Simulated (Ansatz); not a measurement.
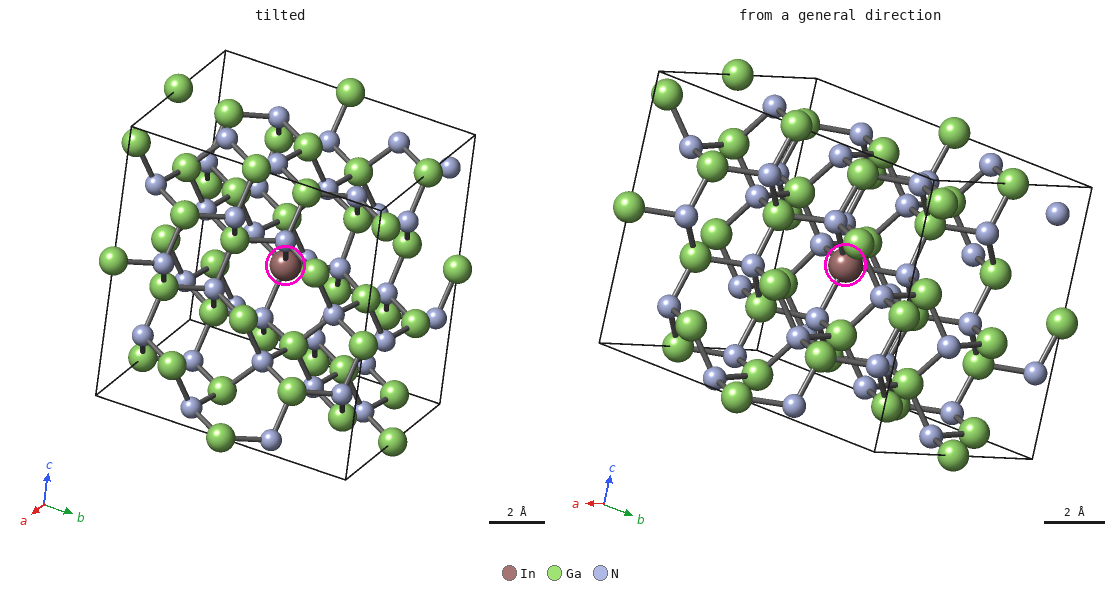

Ball-and-stick representation of a periodic structure, projected slightly off an axis and from a general direction. The frame is the supercell; atoms at its boundary are shown with their periodic copies. The host is GaN, in a cell of 64 sites, and the cell is neutral. A ring marks the defect's site.

Which defect is modelled here, and what are its neighbours?

Indium on a gallium site (a substitutional impurity). It is bonded to four N in a tetrahedral arrangement at about 2.1 Å.

The atoms were relaxed in the host's cell with Ansatz 0.2.0, DFT PBE, scalar-relativistic, plane waves, PAW.
